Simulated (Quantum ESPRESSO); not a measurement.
Wannier calculation of GaSb (part 2 of 2)

GaSb (2 atoms in the cell); Kohn-Sham DFT of a periodic cell, PBEsol, PseudoDojo 0.4 SR PBEsol stringent, no spin polarisation (Quantum ESPRESSO 7.5); cutoff 1551.05 eV, 6×6×6 k-mesh, fermi-dirac of 0.05 eV. The structure derives from an entry of the Crystallography Open Database.

Geometry of the input (Å; fractional positions):
```
0.0000  3.0590  3.0590
3.0590  0.0000  3.0590
3.0590  3.0590  0.0000
Sb 0.7500  0.7500  0.7500
Ga 0.0000  0.0000  0.0000
```

Output, continued:
```
          k =-0.1179-0.5893 0.5893 (  7949 PWs)   bands (ev):

  -134.3595-134.1005 -87.3764 -87.3764 -87.3764 -84.9987 -84.9987 -84.9987
   -19.2550 -19.2483 -19.2479 -19.2343 -19.2307  -5.5854  -5.5227  -5.5211
    -5.5042  -5.4932   0.0853   3.0832   6.3256   7.1405  10.6903  12.0816
    15.8957  16.4968  18.8298  19.9152  20.2713  21.6002  21.6920

          k =-0.0000-0.4714 0.4714 (  7942 PWs)   bands (ev):

  -134.3595-134.1005 -87.3764 -87.3764 -87.3764 -84.9987 -84.9987 -84.9987
   -19.2530 -19.2497 -19.2486 -19.2333 -19.2316  -5.5815  -5.5263  -5.5241
    -5.4999  -5.4955   0.1466   3.0254   5.7105   7.5303  11.0209  14.5661
    15.4597  15.4642  16.0893  17.6057  21.4341  21.5310  23.5652

          k =-0.7071 0.0000 0.0000 (  7912 PWs)   bands (ev):

  -134.3595-134.1005 -87.3764 -87.3764 -87.3764 -84.9987 -84.9987 -84.9987
   -19.2562 -19.2472 -19.2472 -19.2349 -19.2300  -5.5907  -5.5177  -5.5177
    -5.5079  -5.4920   0.3927   2.6330   6.8675   6.8675  10.2982  10.6143
    18.1550  18.1550  19.4534  20.2231  20.9987  20.9988  21.5938

          k =-0.2357-0.4714 0.7071 (  7956 PWs)   bands (ev):

  -134.3595-134.1005 -87.3764 -87.3764 -87.3764 -84.9987 -84.9987 -84.9987
   -19.2536 -19.2500 -19.2488 -19.2336 -19.2314  -5.5780  -5.5282  -5.5259
    -5.5006  -5.4943  -0.3790   3.7262   6.3679   7.4399  12.0342  12.6094
    13.6321  16.0290  17.8155  18.4901  20.4618  20.8588  21.8096

          k =-0.1179-0.3536 0.5893 (  7944 PWs)   bands (ev):

  -134.3595-134.1005 -87.3764 -87.3764 -87.3764 -84.9987 -84.9987 -84.9987
   -19.2524 -19.2508 -19.2480 -19.2333 -19.2315  -5.5814  -5.5273  -5.5234
    -5.4996  -5.4956   0.1479   3.0013   5.9693   7.0718  12.2494  13.0220
    14.8288  15.3284  16.8967  19.9218  20.2929  20.4612  23.8205

          k =-0.7071 0.2357 0.0000 (  7960 PWs)   bands (ev):

  -134.3595-134.1005 -87.3764 -87.3764 -87.3764 -84.9987 -84.9987 -84.9987
   -19.2541 -19.2493 -19.2472 -19.2341 -19.2308  -5.5861  -5.5233  -5.5201
    -5.5029  -5.4943   0.4259   2.7325   6.2460   6.4195  11.9732  12.2165
    15.5025  15.5406  19.3409  19.6605  20.8330  21.0720  24.0833

     the Fermi energy is     9.4979 ev

!    total energy              =   -1001.45870860 Ry
     estimated scf accuracy    <          2.5E-10 Ry
     smearing contrib. (-TS)   =      -0.00007982 Ry
     internal energy E=F+TS    =   -1001.45862878 Ry

     The total energy is F=E-TS. E is the sum of the following terms:
     one-electron contribution =    -841.27581536 Ry
     hartree contribution      =     411.11752813 Ry
     xc contribution           =    -119.62394783 Ry
     ewald contribution        =    -451.67639372 Ry

     convergence has been achieved in   8 iterations

     Forces acting on atoms (cartesian axes, Ry/au):

     atom    1 type  1   force =    -0.00000000   -0.00000000    0.00000000
     atom    2 type  2   force =    -0.00000000    0.00000000   -0.00000000

     Total force =     0.000000     Total SCF correction =     0.000000

     Computing stress (Cartesian axis) and pressure

          total   stress  (Ry/bohr**3)                   (kbar)     P=       -0.07
  -0.00000050   0.00000000   0.00000000           -0.07        0.00        0.00
   0.00000000  -0.00000050   0.00000000            0.00       -0.07        0.00
   0.00000000   0.00000000  -0.00000050            0.00        0.00       -0.07

=------------------------------------------------------------------------------=
   JOB DONE.
=------------------------------------------------------------------------------=
```

File nscf.out:
```
This program is part of the open-source Quantum ESPRESSO suite
     for quantum simulation of materials; please cite
         "P. Giannozzi et al., J. Phys.:Condens. Matter 21 395502 (2009);
         "P. Giannozzi et al., J. Phys.:Condens. Matter 29 465901 (2017);
         "P. Giannozzi et al., J. Chem. Phys. 152 154105 (2020);
          URL
     in publications or presentations arising from this work. More details at

     Atomic positions and unit cell read from directory:
     ./tmp/pwscf.save/

     G-vector sticks info
     --------------------
     sticks:   dense  smooth     PW     G-vecs:    dense   smooth      PW
     Sum        2095    2095    613                63375    63375    9985

     Using Slab Decomposition

     bravais-lattice index     =            0
     lattice parameter (alat)  =       8.1751  a.u.
     unit-cell volume          =     386.3359 (a.u.)^3
     number of atoms/cell      =            2
     number of atomic types    =            2
     number of electrons       =        44.00
     number of Kohn-Sham states=           29
     kinetic-energy cutoff     =     114.0000  Ry
     charge density cutoff     =     456.0000  Ry
     Exchange-correlation= PBESOL
                           (   1   4  10   8   0   0   0)

     celldm(1)=   8.175105  celldm(2)=   0.000000  celldm(3)=   0.000000
     celldm(4)=   0.000000  celldm(5)=   0.000000  celldm(6)=   0.000000

     crystal axes: (cart. coord. in units of alat)
               a(1) = (   0.000000   0.707107   0.707107 )
               a(2) = (   0.707107   0.000000   0.707107 )
               a(3) = (   0.707107   0.707107   0.000000 )

     reciprocal axes: (cart. coord. in units 2 pi/alat)
               b(1) = ( -0.707107  0.707107  0.707107 )
               b(2) = (  0.707107 -0.707107  0.707107 )
               b(3) = (  0.707107  0.707107 -0.707107 )

     PseudoPot. # 1 for Sb read from file:
     Sb.upf
     Pseudo is Norm-conserving + core correction, Zval = 23.0
     Generated using ONCVPSP code by D. R. Hamann
     Using radial grid of 1434 points,  6 beta functions with:
                l(1) =   0
                l(2) =   0
                l(3) =   1
                l(4) =   1
                l(5) =   2
                l(6) =   2

     PseudoPot. # 2 for Ga read from file:
     Ga.upf
     Pseudo is Norm-conserving + core correction, Zval = 21.0
     Generated using ONCVPSP code by D. R. Hamann
     Using radial grid of 1902 points,  6 beta functions with:
                l(1) =   0
                l(2) =   0
                l(3) =   1
                l(4) =   1
                l(5) =   2
                l(6) =   2

     atomic species   valence    mass     pseudopotential
     Sb               23.00   121.76000     Sb( 1.00)
     Ga               21.00    69.72300     Ga( 1.00)

     No symmetry found

   Cartesian axes

     site n.     atom                  positions (alat units)
         1        Sb     tau(   1) = (   1.0606602   1.0606602   1.0606602  )
         2        Ga     tau(   2) = (   0.0000000   0.0000000   0.0000000  )

     number of k points=   125  Fermi-Dirac smearing, width (Ry)=  0.0037

     Number of k-points >= 100: set verbosity='high' to print them.

     Dense  grid:    63375 G-vectors     FFT dimensions: (  60,  60,  60)

     The potential is recalculated from file :
     ./tmp/pwscf.save/charge-density

     Starting wfcs are   26 randomized atomic wfcs +    3 random wfcs

     Band Structure Calculation
     Davidson diagonalization with overlap

     ethr =  2.27E-12,  avg # of iterations = 28.8

     End of band structure calculation

     Number of k-points >= 100: set verbosity='high' to print the bands.

     the Fermi energy is     9.4981 ev
     (compare with:     9.4979 eV, computed in scf)

=------------------------------------------------------------------------------=
   JOB DONE.
=------------------------------------------------------------------------------=
```

File w-pp.out:
```
b_k Directions (Ang^-1)                          |
 |                           -----------------------                          |
 |            No.           x           y           z                         |
 |            ---        --------------------------------                     |
 |             1         0.205400    0.205400   -0.205400                     |
 |             2         0.205400   -0.205400    0.205400                     |
 |             3        -0.205400    0.205400    0.205400                     |
 |             4         0.205400    0.205400    0.205400                     |
 +----------------------------------------------------------------------------+

 Time to get kmesh              0.029 (sec)
 *============================================================================*
 |                              MEMORY ESTIMATE                               |
 *============================================================================*
 |                        Disentanglement            5.61 Mb                  |
 |                            Wannierise:            3.06 Mb                  |
 |                          plot_wannier:            3.06 Mb                  |
 *----------------------------------------------------------------------------*

 Starting a new Wannier90 calculation ...

 Time to write kmesh            0.039 (sec)

 Exiting... w.nnkp written.
```

File pw2wan.out:
```
This program is part of the open-source Quantum ESPRESSO suite
     for quantum simulation of materials; please cite
         "P. Giannozzi et al., J. Phys.:Condens. Matter 21 395502 (2009);
         "P. Giannozzi et al., J. Phys.:Condens. Matter 29 465901 (2017);
         "P. Giannozzi et al., J. Chem. Phys. 152 154105 (2020);
          URL
     in publications or presentations arising from this work. More details at

     Reading nscf_save data

     ./tmp/pwscf.save/

     IMPORTANT: XC functional enforced from input :
     Exchange-correlation= PBESOL
                           (   1   4  10   8   0   0   0)
     Any further DFT definition will be discarded
     Please, verify this is what you really want

     G-vector sticks info
     --------------------
     sticks:   dense  smooth     PW     G-vecs:    dense   smooth      PW
     Sum        2095    2095    613                63375    63375    9985

     Using Slab Decomposition

      Spin CASE ( default = unpolarized )

  Wannier mode is: standalone

  -----------------
  *** Reading nnkp
  -----------------

  Checking info from wannier.nnkp file

  - Real lattice is ok
  - Reciprocal lattice is ok
  - K-points are ok
  - Number of wannier functions is ok (  8)
  - All guiding functions are given

  Projections:
    1.060660    1.060660    1.060660  0  1  1    1.000000
    1.060660    1.060660    1.060660  1  1  1    1.000000
    1.060660    1.060660    1.060660  1  2  1    1.000000
    1.060660    1.060660    1.060660  1  3  1    1.000000
    0.000000    0.000000    0.000000  0  1  1    1.000000
    0.000000    0.000000    0.000000  1  1  1    1.000000
    0.000000    0.000000    0.000000  1  2  1    1.000000
    0.000000    0.000000    0.000000  1  3  1    1.000000

  Reading data about k-point neighbours

  All neighbours are found

  Opening pp-files

  --------------------------
  *** Compute  A projections
  --------------------------

  Number of local k points =      125
       1       2       3       4       5       6       7       8       9      10
      11      12      13      14      15      16      17      18      19      20
      21      22      23      24      25      26      27      28      29      30
      31      32      33      34      35      36      37      38      39      40
      41      42      43      44      45      46      47      48      49      50
      51      52      53      54      55      56      57      58      59      60
      61      62      63      64      65      66      67      68      69      70
      71      72      73      74      75      76      77      78      79      80
      81      82      83      84      85      86      87      88      89      90
      91      92      93      94      95      96      97      98      99     100
     101     102     103     104     105     106     107     108     109     110
     111     112     113     114     115     116     117     118     119     120
     121     122     123     124     125
  AMN calculated

  ---------------
  *** Compute  M
  ---------------

  Number of local k points =      125
       1       2       3       4       5       6       7       8       9      10
      11      12      13      14      15      16      17      18      19      20
      21      22      23      24      25      26      27      28      29      30
      31      32      33      34      35      36      37      38      39      40
      41      42      43      44      45      46      47      48      49      50
      51      52      53      54      55      56      57      58      59      60
      61      62      63      64      65      66      67      68      69      70
      71      72      73      74      75      76      77      78      79      80
      81      82      83      84      85      86      87      88      89      90
      91      92      93      94      95      96      97      98      99     100
     101     102     103     104     105     106     107     108     109     110
     111     112     113     114     115     116     117     118     119     120
     121     122     123     124     125
  MMN calculated

  -----------------------------------
  *** Orbital terms are not computed
  -----------------------------------

  -----------------------------------
  *** SHC terms are not computed
  -----------------------------------

  ----------------
  *** Write bands
  ----------------

  -----------------------------
  *** Plot info is not printed
  -----------------------------

  -----------------------------
  *** Parity info is not printed
  -----------------------------

  ------------
  *** Stop pp
  ------------

     Internal routines:

=------------------------------------------------------------------------------=
   JOB DONE.
=------------------------------------------------------------------------------=
```

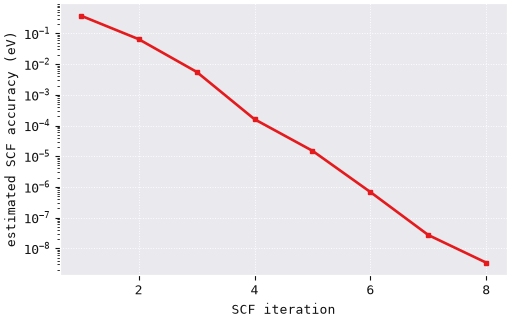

Fig. 1: Convergence of the self-consistent field: estimated SCF accuracy against the iteration. The field takes 8 iterations in all.

Key numbers:

| quantity | value |
| --- | --- |
| outcome | converged |
| space group (tolerance 0.01 Å) | F-43m (216) |
| electrons treated | 44 |
| free energy | −13625.5399 eV |
| Fermi energy | 9.498 eV |
| gap on the k-point mesh | none (metallic) |
| pressure | −0.01 GPa |
| largest force (length of the vector) | under 0.001 eV/Å |
| hardware | 1 thread of Arm Neoverse V2, 24 GiB of memory available, shared host |
| wall time | 8.4 min |
| peak memory | 0.49 GiB |

Notes:

Points of doubt noted for this run: coarse mesh.
